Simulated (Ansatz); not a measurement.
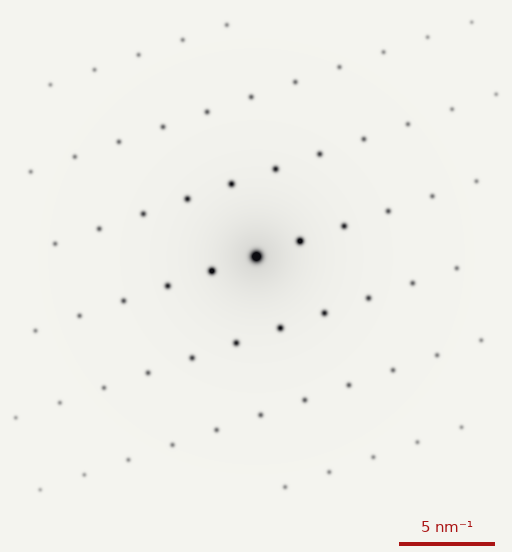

Simulated selected-area electron diffraction pattern (100 kV, kinematic approximation, thin crystal, B = 0.5 Å² for all atoms).

What net do the spots form, and what spacings does it show?

Answer. The spots form a rectangular net whose two shortest vectors correspond to d = 4.07 Å and 2.49 Å, 90.0° apart.

What is the point symmetry of the pattern, intensities included?

Answer. 2mm.

What was simulated?

Answer. This cannot be fixed from one zone alone; the pattern is [210] of Rb, space group P6_3/mmc (No. 194), a = 4.99 Å, c = 8.14 Å (hexagonal axes). The net vectors are 0 0 2 and 1 -2 0. Structure: the end point of a relaxation at fixed volume with Ansatz, DFT PBE, spin-orbit coupling, plane waves, PAW; the starting structure was generated, so it need not be a known form of this composition.
